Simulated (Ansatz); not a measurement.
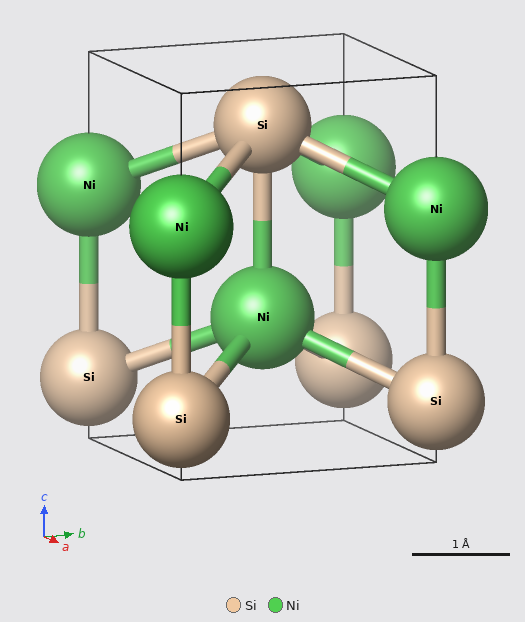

*The input geometry (ball-and-stick view of the cell of the calculation, seen slightly off an axis).*

Near neighbours in the crystal (not all of them lie inside the picture): Si has 6 Ni at 2.04 to 2.09 Å and 4 Si at 2.33 Å; Ni has 6 Si at 2.04 to 2.09 Å.

## Single-point calculation of NiSi

The run: single-point calculation of NiSi (Pmmn, 4 atoms in the cell). Method and program: DFT, PBE, PAW with Ansatz's default frozen-core files, scalar-relativistic, spin-polarised (Ansatz 0.2.0).

The structure derives from an entry of the Crystallography Open Database. Its volume is 0.66 times that of the source entry. It belongs to a series of runs on one base structure; here: volume scaled by 0.66, PAW files. Figures and captions count atoms from 1; the log counts them from 0 in places.

## Input file
```yaml
crystal:
  lattice:
    - [2.6351532438, 0.0, 0.0]
    - [0.0, 2.8501014807, 0.0]
    - [0.0, 0.0, 4.0901459392]
  atoms:
    - { symbol: Si, position: [0.5, 0.5, 0.8423] }
    - { symbol: Si, position: [0.0, 0.0, 0.1577] }
    - { symbol: Ni, position: [0.5, 0.5, 0.34422], spin: 1.5 }
    - { symbol: Ni, position: [0.0, 0.0, 0.65578], spin: 1.5 }
magnetization:
  spin_polarized: true
kpoints:
  mp_grid: { grid: [11, 10, 7] }
scf:
  occupations: { method: fermi_dirac, width: 0.08 }
  lower_state_search: "off"
hamiltonian:
  xc: pbe
  pseudopotentials: { kind: paw }
output:
  forces: true
  stress: true
  eigenvalues: true
  populations: true
  write_density: true
  write_potential: true
  elf: true
  volumetric_format: npy
```

Run on 2 threads of Arm Neoverse N1, 54 GiB of memory available, shared host.

Launched with:
```bash
ansatz run input.yaml --threads 2 --pin off --max-ram 6144MiB --backend cpu --events-out ev --progress --plain --runs-dir out
```

## Log
```
Engine: ansatz 0.2.0, aarch64-unknown-linux-gnu
Pseudopotentials: kind: paw
Pseudopotential: Si, paw, valence charge 4, recommended cutoff 420 eV (normal), Si.paw.azcp
Pseudopotential: Ni, paw, valence charge 18, recommended cutoff 420 eV (normal), Ni.paw.azcp
Functional definition: PBE
  parameter kappa = 0.804
  parameter beta = 0.06672455060314922
  exchange = pbe_x(kappa = kappa, mu = beta*pi^2/3)
  correlation = pbe_c(beta = beta)
Crystal: 4 atoms, lattice volume = 30.719 Å³
Basis set: ecut = 420 eV, 617 PW (Γ), exchange–correlation on 36×40×60 points (8 copies of the dense FFT grid, shifted against one another)
Bands: 29, of which v1, the nominal top of the filled ones, is band 22 counted from 1 (21 counted from 0)
Symmetry: 8 space group operations
Space group: Pmmn (ITA 59), of the structure as read, at distance tolerance 3.1e-5 Å
Magnetic group: BNS 59.405 (UNI 503), of the structure as read, at distance tolerance 3.1e-5 Å
k-points: 144 of 770
Non-local potential: Si, projectors of the file, l = 0: 2, l = 1: 2, l = 2: 2
Non-local potential: Ni, projectors of the file, l = 0: 3, l = 1: 2, l = 2: 3, l = 3: 1
PAW form: soft (Blöchl's): semilocal exchange-correlation on the pseudo side does not see the compensation charge
PAW one-centre angular grid: Si, 110 points (default); XC on 64 Gauss nodes
PAW one-centre angular grid: Ni, 590 points (default); XC on 64 Gauss nodes
Initial density: superposition of atomic densities (chi_scale 0.1, normalization cell)
Starting moments: Σ|m| = 3 μB on 2 of 4 sites
Initial wavefunctions: pseudopotential atomic-orbital guess
Functional: x = pbe(κ = 0.804, μ = 0.2195149727645171), c = pbe(β = 0.06672455060314922)
iter 1 solved again at ethr=1.36e-3 eV; its pass at ethr=3.10e-3 eV (dr2=5.99e-1 eV) is discarded
SCF iter   1: F=—  HF=-12945.591806 eV  |F-HF|=—  |Δ(HF+E_count)|=         —  Δρ=1.47e-1 (↑1.47e-1 ↓1.46e-1)  dr2=5.99e-1  dr2_m=5.79e0  M=0.272 μB ∫|m|=0.613 μB  β_m=0.30  ethr=1.36e-3  ⟨swp⟩=1.0  Hψ=47857  notcnv=0
preconditioner: auto → Kerker (q_TF=auto, 2.897 Å⁻¹)  [metal: Δε(μ)=0.029 eV  Ē_g=12.532 eV  σ=0.080 eV  W_gap=0.09  n_scr=14 (ndim 8)  ℏωp=35.5 eV  f_vac=0.000  D(μ)=0.61/eV (n_scr^D=2)]
spin=Collinear: Kerker preconditioning applied to the charge; magnetization (m = ρ↑ − ρ↓) channel mixes plain (no charge-response kernel on spin).
SCF iter   2: F=—  HF=-12945.762535 eV  |F-HF|=—  |Δ(HF+E_count)|=   1.71e-1  Δρ=1.14e-1 (↑1.08e-1 ↓1.14e-1)  dr2=4.06e-1  dr2_m=3.32e0  M=0.202 μB ∫|m|=0.476 μB  β_m=0.30  ethr=1.36e-3  ⟨swp⟩=2.0  Hψ=10279  notcnv=0
SCF iter   3: F=—  HF=-12945.826302 eV  |F-HF|=—  |Δ(HF+E_count)|=   6.38e-2  Δρ=8.28e-2 (↑8.28e-2 ↓8.20e-2)  dr2=3.24e-2  dr2_m=1.90e0  M=0.148 μB ∫|m|=0.373 μB  β_m=0.30  ethr=9.22e-4  ⟨swp⟩=3.0  Hψ=15746  notcnv=0  defer=9
SCF iter   4: F=—  HF=-12945.926123 eV  |F-HF|=—  |Δ(HF+E_count)|=   9.98e-2  Δρ=6.44e-2 (↑6.06e-2 ↓6.44e-2)  dr2=1.40e-2  dr2_m=1.10e0  M=0.107 μB ∫|m|=0.292 μB  β_m=0.30  ethr=7.36e-5  ⟨swp⟩=2.0  Hψ=14701  notcnv=0  defer=84
SCF iter   5: F=—  HF=-12945.984400 eV  |F-HF|=—  |Δ(HF+E_count)|=   5.83e-2  Δρ=4.81e-2 (↑4.81e-2 ↓4.64e-2)  dr2=5.93e-4  dr2_m=6.29e-1  M=0.078 μB ∫|m|=0.232 μB  β_m=0.30  ethr=3.18e-5  ⟨swp⟩=2.2  Hψ=16157  notcnv=0  defer=157
SCF iter   6: F=—  HF=-12946.021977 eV  |F-HF|=—  |Δ(HF+E_count)|=   3.76e-2  Δρ=3.76e-2 (↑3.76e-2 ↓3.43e-2)  dr2=2.14e-3  dr2_m=3.64e-1  M=0.057 μB ∫|m|=0.183 μB  β_m=0.30  ethr=1.35e-6  ⟨swp⟩=2.1  Hψ=14154  notcnv=0  defer=159
SCF iter   7: F=—  HF=-12946.043040 eV  |F-HF|=—  |Δ(HF+E_count)|=   2.11e-2  Δρ=2.77e-2 (↑2.77e-2 ↓2.70e-2)  dr2=1.50e-4  dr2_m=2.11e-1  M=0.042 μB ∫|m|=0.144 μB  β_m=0.30  ethr=1.35e-6  ⟨swp⟩=2.0  Hψ=14260  notcnv=0  defer=159
Mixer restart at iter 7: flushing history
spin-set hold released at iteration 7 (site moments contracting): the magnetisation degrees of freedom join the quasi-Newton model from the next iteration; the mixer history was flushed
SCF iter   8: F=—  HF=-12946.055107 eV  |F-HF|=—  |Δ(HF+E_count)|=   1.21e-2  Δρ=2.09e-2 (↑2.09e-2 ↓2.08e-2)  dr2=2.07e-5  dr2_m=1.23e-1  M=0.031 μB ∫|m|=0.114 μB  β_m=0.65  ethr=3.41e-7  ⟨swp⟩=2.0  Hψ=14342  notcnv=0  defer=159
SCF iter   9: F=—  HF=-12946.071964 eV  |F-HF|=—  |Δ(HF+E_count)|=   1.69e-2  Δρ=1.19e-3 (↑1.19e-3 ↓6.95e-4)  dr2=4.44e-4  dr2_m=7.84e-5  M=-0.001 μB ∫|m|=0.009 μB  β_m=0.61  ethr=4.70e-8  ⟨swp⟩=3.7  Hψ=23014  notcnv=0  defer=166
SCF iter  10: F=—  HF=-12946.072045 eV  |F-HF|=—  |Δ(HF+E_count)|=   8.12e-5  Δρ=1.13e-3 (↑8.08e-4 ↓1.13e-3)  dr2=6.20e-4  dr2_m=2.35e-5  M=-0.001 μB ∫|m|=0.005 μB  β_m=0.48  ethr=4.70e-8  ⟨swp⟩=3.0  Hψ=17634  notcnv=0  defer=167
SCF iter  11: F=—  HF=-12946.071936 eV  |F-HF|=—  |Δ(HF+E_count)|=   1.09e-4  Δρ=2.34e-4 (↑2.30e-4 ↓2.34e-4)  dr2=3.88e-7  dr2_m=1.51e-5  M=-0.001 μB ∫|m|=0.004 μB  β_m=0.74  ethr=4.70e-8  ⟨swp⟩=2.8  Hψ=15988  notcnv=0  defer=167
SCF iter  12: F=—  HF=-12946.071939 eV  |F-HF|=—  |Δ(HF+E_count)|=   3.54e-6  Δρ=4.14e-5 (↑4.14e-5 ↓2.67e-5)  dr2=7.28e-7  dr2_m=4.48e-8  M=-0.000 μB ∫|m|=0.000 μB  β_m=0.87  ethr=8.82e-10  ⟨swp⟩=3.1  Hψ=17462  notcnv=0  defer=167
iter 13 did not close the SCF: its close was put off for a magnetic moment that had not settled (scf_convergence_deferred on its scf_iter line)
SCF iter  13: F=-12946.071939 eV  HF=-12946.071940 eV  |F-HF|=1.01e-7  |Δ(HF+E_count)|=   2.92e-8  Δρ=1.32e-5 (↑1.32e-5 ↓9.32e-6)  dr2=9.57e-8  dr2_m=2.12e-9  M=-0.000 μB ∫|m|=0.000 μB  β_m=0.87  ethr=2.27e-10  ⟨swp⟩=11.2  Hψ=60931  notcnv=0
iter 14 did not close the SCF: its close was put off for a magnetic moment that had not settled (scf_convergence_deferred on its scf_iter line)
SCF iter  14: F=-12946.071939 eV  HF=-12946.071939 eV  |F-HF|=1.11e-9  |Δ(HF+E_count)|=   1.35e-8  Δρ=2.30e-6 (↑1.86e-6 ↓2.30e-6)  dr2=2.73e-9  dr2_m=6.19e-11  M=0.000 μB ∫|m|=0.000 μB  β_m=0.94  ethr=2.18e-10  ⟨swp⟩=6.1  Hψ=49568  notcnv=0
SCF iter  15: F=-12946.071939 eV  HF=-12946.071939 eV  |F-HF|=1.53e-10  |Δ(HF+E_count)|=  3.38e-10  Δρ=5.99e-7 (↑3.38e-7 ↓5.99e-7)  dr2=1.45e-10  dr2_m=1.36e-11  M=0.000 μB ∫|m|=0.000 μB  ethr=6.21e-12  ⟨swp⟩=4.8  Hψ=41098  notcnv=0
WARN: the starting moments were not kept: the SCF closed with an absolute magnetisation of 3.9e-6 μB, where they sum to 3 μB in size (2 sites). That is at most 0.1 of that sum. Measured as dr2_m measures the in/out step, that magnetisation stands 3.5e-12 eV from none, at or under the dr2_threshold of 1.0e-7 eV: it is no larger than a step whose dr2_m would equal this threshold. The system may hold no moment; this SCF shows only that its start led to no more than that. To try another start: raise the starting moments (crystal.atoms[].spin, magnetization.per_species, magnetization.initial_magnetization, or on a non-collinear deck that types none of these the spinor_matrix: blocks that start its atoms; where the total moment is fixed, keep their sum and leave initial_magnetization as it is; typed ones take the place of any that the run laid by itself, positive ones on a crystal's lanthanoids without a Hubbard term where scf.initial_density.shell_occupations: [] is typed) or, if the notice of its spin-set hold's release reads "site moments contracting" or "site moments show no strong build", lengthen the hold (scf.mixing.spin_hold: { on: { confirm: 4 } }; for m-r²SCAN on two components see the key's manual first). Each may lead to a state that holds a moment. A second SCF, from the converged charge density, with the starting moments and any scf.initial_density.shell_occupations laid on it anew, would have followed, and was not run: the deck does not ask for one (magnetization.retry_lost_moments is false, the default). To let it run, set magnetization.retry_lost_moments: true and run the deck again, where that key's refused combinations let it; where memory then withholds it, that run's warning says so.
SCF 1 converged in 15 iterations: F = -12946.071939 eV  dr2 = 1.45e-10
  greatest PAW one-centre occupation: 1.001 electrons in one spin orbital (limit 2), on the Ni atom at site 3 (counted from 0), in its partial waves of l = 1
```

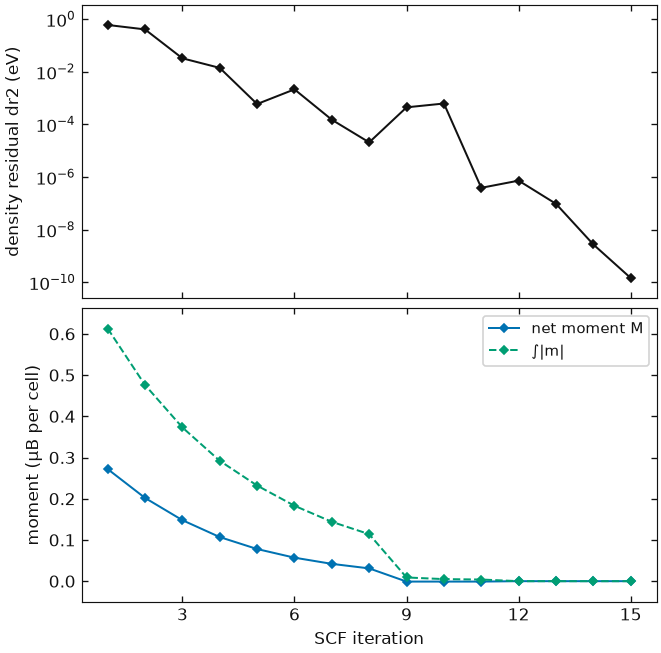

*Convergence of the self-consistent field: density residual dr2 and magnetic moment against the SCF iteration.*

The residual falls unevenly and jumps up by a factor of two or more 2 times on the way down. The net moment goes from 0.3 to 0.0 μB per cell, and ∫|m| falls to zero.

```
SCF converged after 15 iterations
Magnetization: 0.0000 μB (22.0000 up, 22.0000 down)
Absolute magnetization: 0.0000 μB (∫|ρ↑−ρ↓|, with the PAW one-centre terms)
Spin contamination: 0.0000 ħ² per cell (⟨S²⟩ above its minimum at these occupations)
Per-site moments (μB) at R_I (Å): [(-1.5817014070410913e-7, 0.8403532043761536), (-1.5817014106850983e-7, 0.8403532043761536), (4.7466265493336015e-7, 0.8403532043761536), (4.74662655013592e-7, 0.8403532043761536)]
Free energy (F): -12946.071939 eV
Harris-Foulkes:  -12946.071939 eV  (|F-HF|=1.53e-10)
Internal energy: -12946.058515 eV  (E = F + TS)
E sigma→0 (E₀):  -12946.065227 eV
Entropy (-TS):   -0.013425 eV (-3.356 meV/atom)
Fermi energy:    25.636314 eV
--- Per-component energies (eV) ---
  E_band       = -266.825545
  E_kinetic    = 707.860047
  E_local      = -7758.501013  (includes V_loc(G=0)·N_el)
  E_nonlocal   = 1327.807039
  E_hartree    = 3426.494488
  E_xc         = -304.753913
  E_vxc        = -345.133885  (∫ρ·V_xc dr)
  E_paw        = -4284.569486  (= ΣΔE_a)
  E_vpaw       = -1051.846343  (= ΣTr[D̂ρ^β])
  E_aug_tail   = 0.001047  (compensation charges beyond the density's cutoff)
  E_ewald      = -6060.396724
  E_smearing   = -0.013425  (= −TS)
  E_closure    = -0.000000  (closes the sum)
  Σ components = -12946.071939   (vs F -12946.071939, Δ=0.00e0)
--- Forces (eV/Å), atoms counted from 1 ---
  atom   1  Si     0.00000000     0.00000000     1.68867051
  atom   2  Si     0.00000000     0.00000000    -1.68867051
  atom   3  Ni     0.00000000     0.00000000     1.41012641
  atom   4  Ni     0.00000000     0.00000000    -1.41012641
  max |Σ_I F_I| component: 2.22e-16 eV/Å
--- Stress (GPa, compression-positive) ---
      169.393729       0.000000       0.000000
        0.000000     187.922944       0.000000
        0.000000       0.000000     238.130801
  P = ⅓ Tr σ = 198.4825 GPa (1984.825 kbar)
--- Band table (eV; the first three rows and the last of 288) ---
  k-point 0 ↑: bands = ["-80.0193", "-79.9626", "-40.6728", "-40.5536", "-40.4878", "-40.3732", "-40.3252", "-40.2415", "7.4159", "14.6911", "16.1472", "17.9117", "19.5664", "20.3701", "20.5593", "20.8070", "21.1208", "21.1821", "21.5861", "22.2032", "22.3023", "23.9792", "26.6872", "29.0149", "33.3829", "33.8395", "35.0627", "35.4931", "36.4322"]
  k-point 1 ↑: bands = ["-80.0192", "-79.9623", "-40.6726", "-40.5549", "-40.4878", "-40.3731", "-40.3253", "-40.2416", "7.5783", "13.9012", "16.4393", "17.9861", "19.5697", "20.3983", "20.5751", "20.6965", "20.9865", "21.1712", "21.4683", "22.1841", "23.0341", "24.4249", "27.0204", "29.0022", "32.1731", "33.6845", "34.4370", "35.6369", "36.1676"]
  k-point 2 ↑: bands = ["-80.0190", "-79.9617", "-40.6722", "-40.5579", "-40.4876", "-40.3730", "-40.3255", "-40.2417", "8.0259", "12.5610", "16.7381", "18.1657", "19.5795", "20.4297", "20.4848", "20.6119", "20.6491", "21.1589", "21.2014", "22.1398", "24.9148", "25.5042", "27.9125", "28.9755", "30.3806", "32.7476", "33.1734", "34.3511", "36.4800"]
  k-point 143 ↓: bands = ["-79.9838", "-79.9838", "-40.6086", "-40.6086", "-40.5032", "-40.5032", "-40.3007", "-40.3007", "15.2585", "15.2585", "16.1123", "16.1123", "18.6889", "18.6889", "19.2092", "19.2092", "20.9570", "20.9570", "22.2173", "22.2173", "23.1512", "23.1512", "25.0910", "25.0910", "28.0411", "28.0411", "33.8505", "33.8505", "37.3463"]
--- Löwdin populations: 4 sites ---
  site symbol       q [e]    m [muB]
     0     Si      4.1305    -0.0000
     1     Si      4.1305    -0.0000
     2     Ni     17.5727     0.0000
     3     Ni     17.5727     0.0000
  spilling = 0.013488 (of n_electrons = 44.000000)
```

## File rho_z.tsv
```
# z_ang	rho[e/angstrom^3]	rho_spin[e/angstrom^3]
# format = ansatz-planar-average/11
# lattice	2.635153244	0.000000000	0.000000000
# lattice	0.000000000	2.850101481	0.000000000
# lattice	0.000000000	0.000000000	4.090145939
# sites	4
# site	14	1.317576622	1.425050740	3.445129925
# site	14	0.000000000	0.000000000	0.645016015
# site	28	1.317576622	1.425050740	1.407910035
# site	28	0.000000000	0.000000000	2.682235904
0.000000	4.891634e-1	6.622859e-7
0.136338	4.846302e-1	5.899672e-7
0.272676	4.763716e-1	3.954330e-7
0.409015	4.776881e-1	1.325211e-7
0.545353	5.013539e-1	-1.335001e-7
0.681691	5.757194e-1	-3.457326e-7
0.818029	7.588685e-1	-4.621907e-7
0.954367	1.152663e0	-4.568761e-7
1.090706	1.868735e0	-3.263018e-7
1.227044	2.814159e0	-1.334646e-7
1.363382	3.473255e0	1.589668e-8
1.499720	3.297555e0	8.764365e-8
1.636058	2.436844e0	9.906624e-8
1.772397	1.534592e0	8.235164e-8
1.908735	9.825787e-1	7.529957e-8
2.045073	8.111620e-1	7.687107e-8
2.181411	9.825787e-1	7.529957e-8
2.317749	1.534592e0	8.235164e-8
2.454088	2.436844e0	9.906624e-8
2.590426	3.297555e0	8.764365e-8
2.726764	3.473255e0	1.589668e-8
2.863102	2.814159e0	-1.334646e-7
2.999440	1.868735e0	-3.263018e-7
3.135779	1.152663e0	-4.568761e-7
3.272117	7.588685e-1	-4.621907e-7
3.408455	5.757194e-1	-3.457326e-7
3.544793	5.013539e-1	-1.335001e-7
3.681131	4.776881e-1	1.325211e-7
3.817470	4.763716e-1	3.954330e-7
3.953808	4.846302e-1	5.899672e-7
```

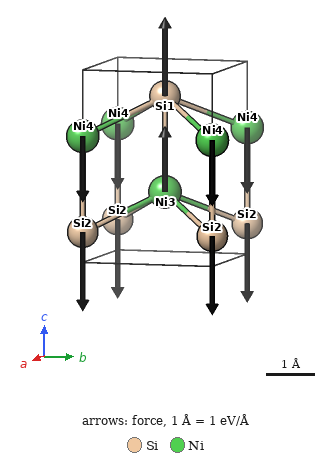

*Forces on the atoms as black arrows (ball-and-stick view of the cell of the calculation, seen slightly off an axis; atoms are numbered from 1 in the order of the input).*

The largest act on Si1, Si2 (1.69 eV/Å); Ni3, Ni4 (1.41 eV/Å). The geometry is not a stationary point of this energy.

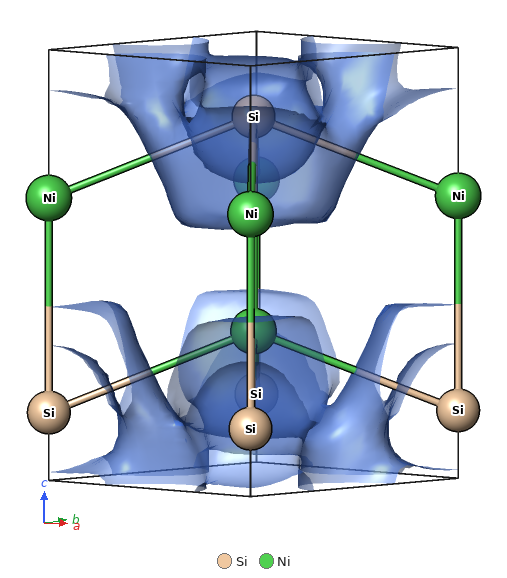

*Isosurface of the ELF at 0.45 (blue), seen at an oblique angle. Only the valence region is drawn (cores and ρ < 0.01 e/Å³ removed). Sticks mark near contacts. The outline is the cell set on symmetry axes.*

Profiles from the grid: Si–Ni (2.04 Å): the ELF is about 0.45 at the midpoint. Si–Si (2.33 Å): the ELF peaks at about 0.65 between the atoms. In a PAW calculation such maps are meaningful between the atoms, not at the nuclei.

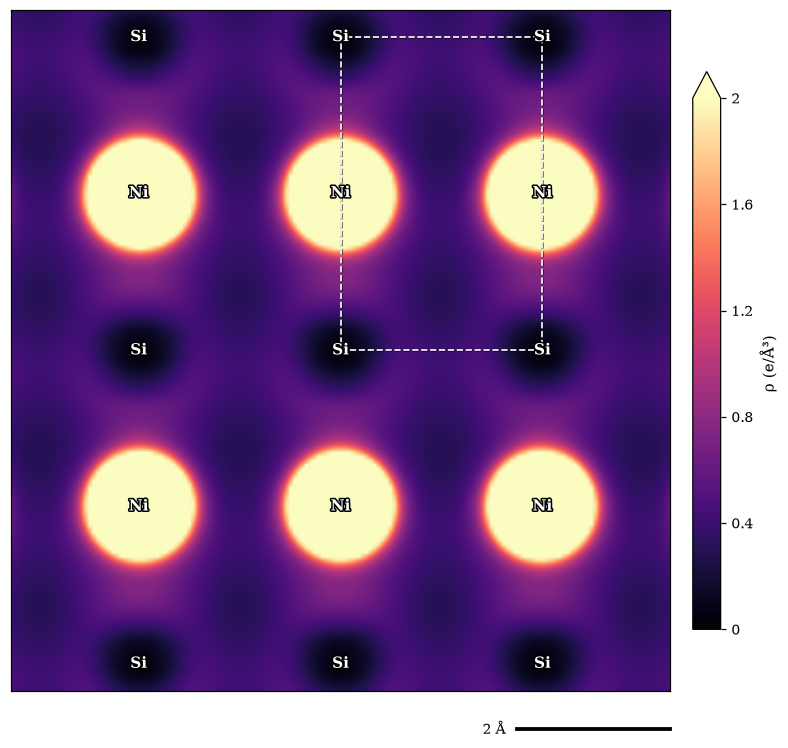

*Valence pseudo-density on the (010) plane of the conventional cell.*

The section cuts through Si and Ni sites. Si–Ni (2.04 Å): ρ at the midpoint is about 0.75 e/Å³. Away from the nuclei the density in this plane falls to 0.3 e/Å³ at its lowest.

## Summary

| quantity | value |
| --- | --- |
| outcome | converged |
| space group (tolerance 0.01 Å) | Pmmn (59) |
| electrons treated | 44 |
| free energy | −12946.0719 eV |
| Fermi energy | 25.636 eV |
| net moment of the cell | 0.00 μB |
| integrated absolute moment | 0.00 μB |
| pressure | 198.48 GPa |
| largest force (length of the vector) | 1.689 eV/Å |
| wall time | 34 s (CPU time 67 s) |
| peak memory | 0.45 GiB |

## Remarks

The program warns: some starting moments were not kept. The cell is under a pressure of 198 GPa at this level, so it is not at its equilibrium volume.
